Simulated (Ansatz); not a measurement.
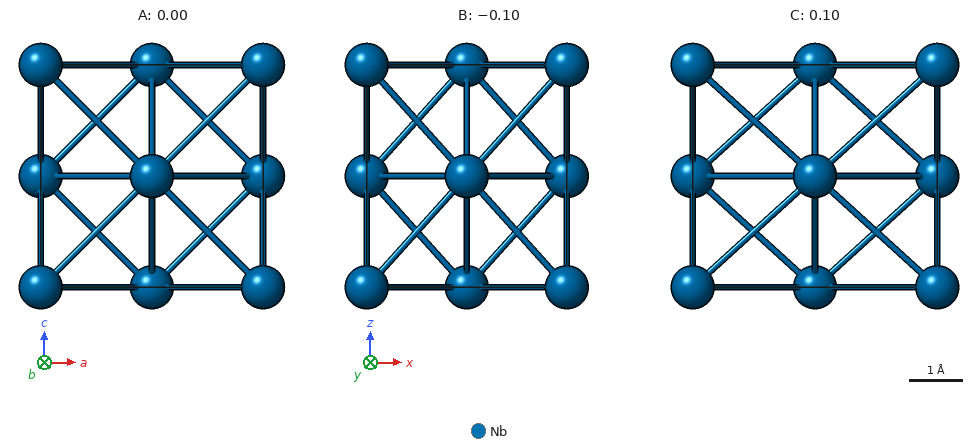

A scan of a crystal of Nb (Fm-3m): the cell is strained along x alone, with the atoms kept at their fractional coordinates. x, y and z are the Cartesian axes of the input. The picture is a ball-and-stick view of the conventional cell (4 times the calculation's cell), seen along the b axis. Lengths and directions refer to the drawn axes.

Computed with Ansatz 0.2.0, DFT r2SCAN, scalar-relativistic, plane waves, PAW. Set-up: plane-wave cutoff 500 eV; k-point mesh 20 × 20 × 20; occupations gaussian; smearing width 0.15 eV; no spin polarisation. Energies (free energies at the smearing named) are counted from the cell as listed in its source, which wasn't relaxed.

Question: Order these geometries by energy, lowest first.

Answer: Lowest first: B (the strain −0.10, −32.5 meV/atom), A (the strain 0.00, 0.0 meV/atom), C (the strain 0.10, 47.7 meV/atom). Over the whole scan: of the computed points the lowest is at the strain −0.10, −32.5 meV/atom. The energy is still falling at the end of the range, so the minimum along this coordinate lies there or beyond. The unrelaxed reference is under a pressure of −2.0 GPa, which tilts the curve. The distortion takes the space group from Fm-3m to I4/mmm. At the strain −0.10 the cell of the drawing goes a 4.230 → 3.807 Å.
